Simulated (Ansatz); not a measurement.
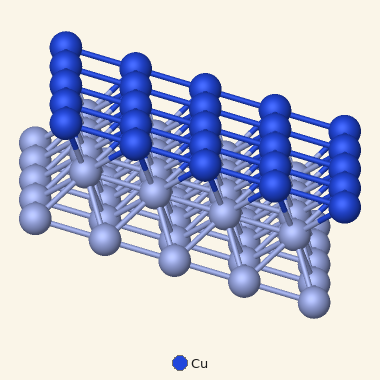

The system is H on a Cu(100) slab cut from the Fm-3m phase, its upper half relaxed before the scan (12 atoms of substrate and one adsorbate in a 2 × 2 cell); the picture shows it without the atoms that are moved over the map. H is moved over the surface cell at a fixed height above a rigid substrate; the origin of the map has the adsorbate above Cu9; the height is held at 3.10 Å. Places are given modulo a cell vector. The map is drawn in real space over the plane of the surface. The grid has 6 × 6 points; 10 points were computed and 26 follow by symmetry. Places are given in fractions of the 1 × 1 surface cell. Energies are in meV, from the lowest grid point. The runs have no spin polarisation, so an open-shell adsorbate far from the surface lies too high. At a fixed height the lowest place need not be the adsorption site. Theory: Ansatz 0.2.0, DFT PBE+D3(BJ), scalar-relativistic, plane waves, PAW. Settings: cutoff 420 eV, k-mesh 5×5×1, gaussian smearing 0.1 eV, no spin polarisation.

Range: position of H13 along the first surface vector from 0.000 to 0.833; position of H13 along the second surface vector from 0.000 to 0.833.

What will the energy surface look like?

Answer. The lowest grid point is at the top site over a surface Cu atom, (0/6, 0/6) of the cell vectors. It is the only kind of minimum in the scanned range. The highest grid point, a fourfold hollow over a second-layer Cu atom, (3/6, 3/6) of the cell vectors, lies 31.1 meV above the lowest. On the interpolated surface the easiest way out of the lowest well to its copy in the next cell or period passes a barrier of about 16 meV. At the lowest point the adsorbate has 1 Cu at 3.10 Å as nearest neighbours, at the highest 4 Cu at 3.58 Å.

| second ↓, first → | 0/6 | 1/6 | 2/6 | 3/6 | 4/6 | 5/6 |
| --- | --- | --- | --- | --- | --- | --- |
| 5/6 | 3.9 | 7.7 | 15.7 | 19.7 | 15.7 | 7.7 |
| 4/6 | 11.9 | 15.7 | 23.4 | 27.3 | 23.4 | 15.7 |
| 3/6 | 16.0 | 19.7 | 27.3 | 31.1 | 27.3 | 19.7 |
| 2/6 | 11.9 | 15.7 | 23.4 | 27.3 | 23.4 | 15.7 |
| 1/6 | 3.9 | 7.7 | 15.7 | 19.7 | 15.7 | 7.7 |
| 0/6 | 0.0 | 3.9 | 11.9 | 16.0 | 11.9 | 3.9 |

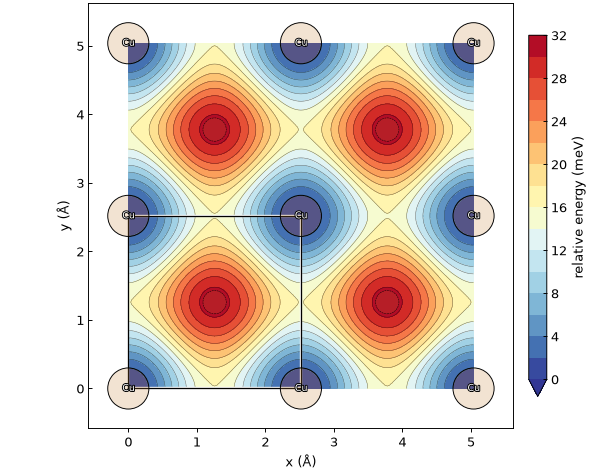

In the figure: filled contours, labelled circles for the atoms of the top layer and small ones for the second layer, the outline of one cell of the 2 × 2 shown. Between grid points the surface is interpolated.

The whole map (10 points run) took 6.4 min on 4 threads of Arm Neoverse V1 (shared host).

PAW datasets: the set soft_1.
